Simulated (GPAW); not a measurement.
# Polarising Hf2C(OH)2 MXene monolayer with a field along the normal

The dipole of the cell at several fields, atoms fixed. What does the strongest field give, and what length does the slope stand for?

How it was computed: GPAW 26.7.0, plane waves (500 eV), PAW setups, PBE, 12×12 mesh, a dipole layer in the vacuum; geometry relaxed without an applied field with GPAW. The cell's area is 9.20 Å², and e/ε0 = 180.95 V Å.

Results, with one row withheld:

```tsv
field (V/Å)	dipole (e Å)
−0.2	−0.1294
−0.1	−0.0645
−0.05	−0.0322
0.05	0.0322
0.1	0.0645
0.2	0.1294
0.3	?
```

To predict: What is the dipole at 0.3 V/Å?

A: A line through the 6 points has the slope α = 0.646 e Å per V/Å and the intercept p₀ = 0.0000 e Å (r.m.s. residual 1.3e−04). At 0.3 V/Å it gives p = 0.0000 + 0.646 × 0.3 = 0.1939 e Å; the run gives 0.1949 e Å, so the response stays linear to 0.5 % of the induced part. Dividing by ε0 and the area: α/(ε0 A) = 0.646 × 180.95 / 9.20 = 12.72 Å, against 7.12 Å between the outer nuclei.

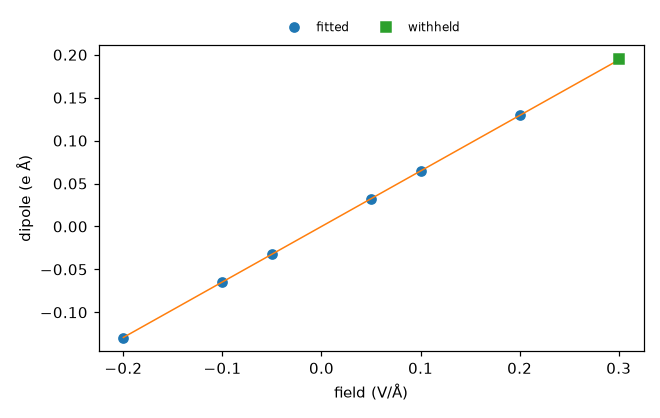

The line and the withheld run.

Caveats: This is the electronic response alone; ions that move would add to it in polar layers. No run was spin-polarised, so magnetic states weren't tested. Spin-orbit coupling is left out, which matters for the heavier atoms here.

[Logs are printed without paths, hosts, clocks, repeated set-up lines and the standing remarks that a program may print on its own settings, such as how far it seeks lower states.]
